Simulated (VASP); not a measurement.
The compound is La2O3 (space group P-3m1, No. 164), taken as coordinates from a relaxation with VASP Kohn-Sham DFT of a periodic cell, PBE with D3(BJ), VASP PAW PBE potentials, recommended (VASP 6.6.1).

```cif
data_structure
_symmetry_space_group_name_H-M 'P-3m1'
_symmetry_Int_Tables_number 164
_cell_length_a 3.9185
_cell_length_b 3.9185
_cell_length_c 6.0900
_cell_angle_alpha 90.000
_cell_angle_beta 90.000
_cell_angle_gamma 120.000
_cell_volume 80.98
loop_
_atom_site_label
_atom_site_type_symbol
_atom_site_symmetry_multiplicity
_atom_site_Wyckoff_symbol
_atom_site_fract_x
_atom_site_fract_y
_atom_site_fract_z
_atom_site_occupancy
La1 La 2 d 0.33333 0.66667 0.24564 1
O1 O 1 a 0.00000 0.00000 0.00000 1
O2 O 2 d 0.33333 0.66667 0.64619 1
```

Bonds are taken as La–O below 3.1 Å; no other contact counts. Simplification: prune 0- and 1-connected atoms, fold 2-connected ones into links.

Derive the underlying net.

The result is a trinodal (4,6,7)-connected, three-periodic net: O(2d) is a 4-connected node; O(1a) is a 6-connected node; La is a 7-connected node, in the ratio 2:1:2. It is a single net, without interpenetration.

```
 node  links  point symbol  coordination sequence
O(2d)      4            4⁶          4 18 31 83 79
O(1a)      6        4¹²·6³          6 24 30 74 84
   La      7        4¹²·6⁹         7 15 46 53 121
```

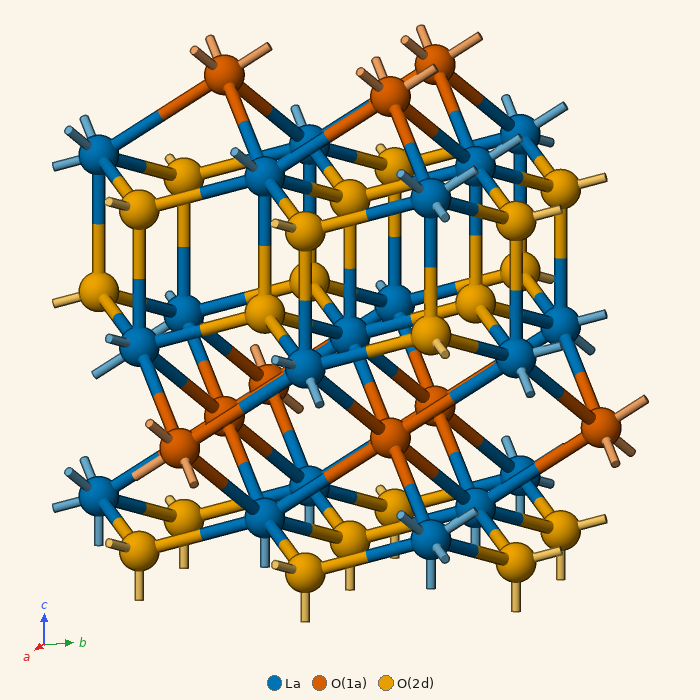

Nodes are coloured by topological kind. Short stubs are edges that leave the cut-out.
